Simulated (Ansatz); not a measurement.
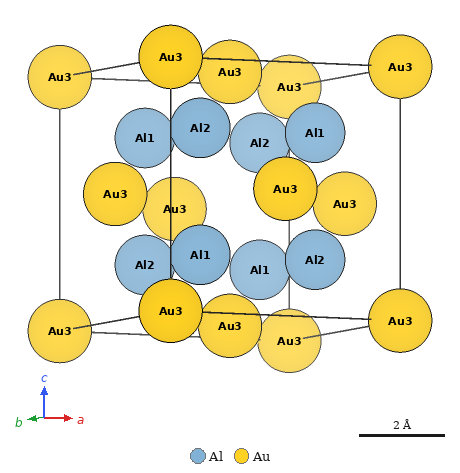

Reference structure: a symmetric starting cell of Al2Au. A spheres-only model of the conventional cell (4 times the calculation's cell), seen from a free direction. Lengths and directions refer to the drawn axes.

Computed with Ansatz, DFT PBE, scalar-relativistic, plane waves, PAW. Settings: plane-wave cutoff 420 eV; k-point mesh 12 × 12 × 12; occupations gaussian; smearing width 0.1 eV; no spin polarisation.

Change: All lengths are scaled by −0.4 % (volume −1.1 %), the atoms keeping their fractional coordinates. No relaxation follows. The starting cell wasn't computed here and needn't be at equilibrium, so pressure and forces aren't due to the change alone.

### What does the calculation give for the changed structure?

Near-neighbour distances before and after: Al–Au 2.598 → 2.588 Å. The space group stays Fm-3m (No. 225). The pressure is 4.8 GPa (not all of it need come from the change, since the unchanged cell can be under pressure at this level too). All forces vanish by symmetry.
